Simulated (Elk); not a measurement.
## Collinear magnetic orders of Mn2Ge with Elk: start 1: ferro ++++

Elk 11.2.3 (patched build); PBEsol; all-electron APW+lo, Dirac cores, scalar-relativistic bands.

The parallel start comes first: it fits the smallest cell, keeps the most symmetry and shows whether parallel moments form.

The last three numbers of an atom's line are a seed field in its sphere. It points against the wanted moment and shrinks by the factor reducebf each loop.

File elk.in:

```
tasks
  0
  33
  73

xctype
  22

rgkmax
  7.0

nempty
  12

swidth
  0.002

reducebf
  0.5

epsengy
  1e-05

maxscl
  100

lmaxi
  2

spinpol
  .true.

sppath
  './'

avec
  7.91193474197 0.00000000000 0.00000000000
  -3.95596737098 6.85193647968 0.00000000000
  0.00000000000 0.00000000000 9.64910788824

atoms
  2
  'Mn.in'
  4
  0.0000000000 0.0000000000 0.5000000000   0.000000 0.000000 -0.175000
  0.0000000000 0.0000000000 0.0000000000   0.000000 0.000000 -0.175000
  0.6666666700 0.3333333300 0.2500000000   0.000000 0.000000 -0.175000
  0.3333333300 0.6666666700 0.7500000000   0.000000 0.000000 -0.175000
  'Ge.in'
  2
  0.6666666700 0.3333333300 0.7500000000   0.000000 0.000000 0.000000
  0.3333333300 0.6666666700 0.2500000000   0.000000 0.000000 0.000000

ngridk
  8 8 8

plot3d
  0 0 0
  1 0 0
  0 1 0
  0 0 1
  21 21 26
```

The run is started by

```bash
> OMP_NUM_THREADS=4 elk
```

Before running it: what should come out for the moment between the spheres and spin moment in the muffin-tin sphere?

The site moments add up to 8.71 μB, near the cell's 8.97 μB; the rest lies between the atoms. Symmetry leaves 3 kinds of site among the 6 atoms, and equivalent atoms carry values of equal size.

Spin moment in the muffin-tin sphere by atom:

```tsv
atom	spin moment in the muffin-tin sphere (μB)
Mn1	2.05
Mn2	2.05
Mn3	2.39
Mn4	2.39
Ge5	-0.09
Ge6	-0.09
```

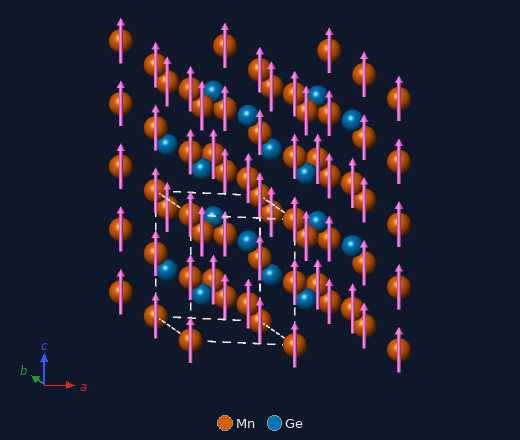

Spin moment in the muffin-tin sphere as arrows, the longest 2.39 μB. Up and down stand for the sign. Arrows give size and sign along the axis of quantisation, drawn up and down the page. 2×2×2 cells are drawn. Some periodic images of atoms are drawn too.

Read from the output:

```
moment between the spheres           : 0.2610 μB
magnetization                        : 8.969 μB
final state                          : ferromagnetic
```

[Logs and program files are shortened in this print: banners, set-up blocks, solver, clock and traceback lines can be left out without a mark of their own.]

[Logs are printed without paths, hosts, clocks, repeated set-up lines and the standing remarks that a program may print on its own settings, such as how far it seeks lower states.]

[Hosts, paths, dates, database ids (printed as entryN), source tags and the programs' standing remarks are cut or masked in the printed files.]

[Where a cell is said to come from a database of computed structures, the database is the Materials Project.]
